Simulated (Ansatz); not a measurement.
CsPbCl₃ (space group R32, No. 155): the input geometry of an electronic-structure calculation (not necessarily at equilibrium).

```cif
data_structure
_symmetry_space_group_name_H-M 'R32:H'
_symmetry_Int_Tables_number 155
_cell_length_a 8.0063
_cell_length_b 8.0063
_cell_length_c 9.8867
_cell_angle_alpha 90.000
_cell_angle_beta 90.000
_cell_angle_gamma 120.000
_cell_volume 548.84
loop_
_atom_site_label
_atom_site_type_symbol
_atom_site_symmetry_multiplicity
_atom_site_Wyckoff_symbol
_atom_site_fract_x
_atom_site_fract_y
_atom_site_fract_z
_atom_site_occupancy
Cs1 Cs 3 b 0.33333 0.66667 0.16667 1
Pb1 Pb 3 a 0.00000 0.00000 0.00000 1
Cl1 Cl 9 e 0.33333 0.18527 0.16667 1
```

Describe how the polyhedra about Pb are linked (bonds: Cl–Pb below 3.2 Å).

Pb: PbCl6 octahedron, sharing corners with six neighbours.

They form a three-dimensional framework of corner-sharing octahedra.

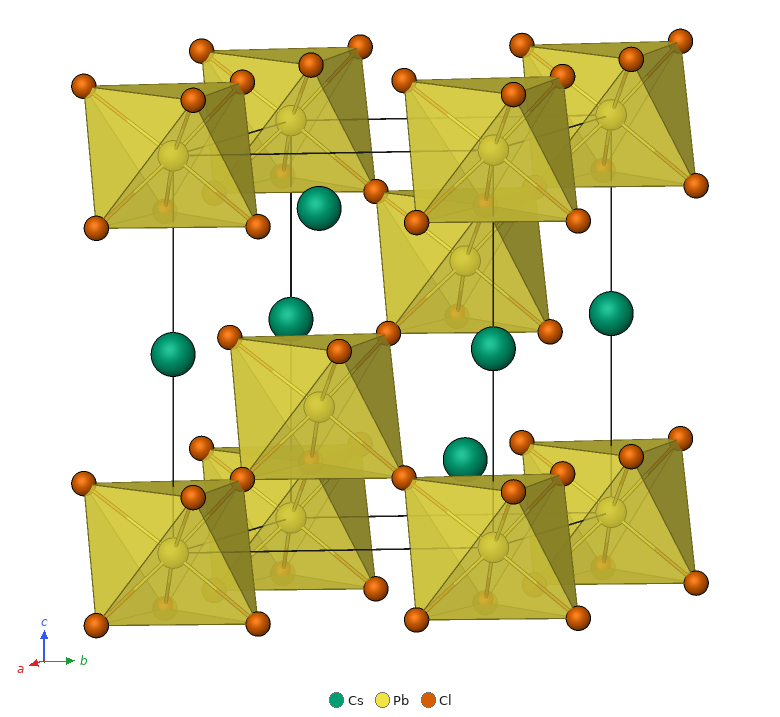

Polyhedra are drawn about Pb (bonds: Cl–Pb below 3.2 Å); other atoms are plain spheres.
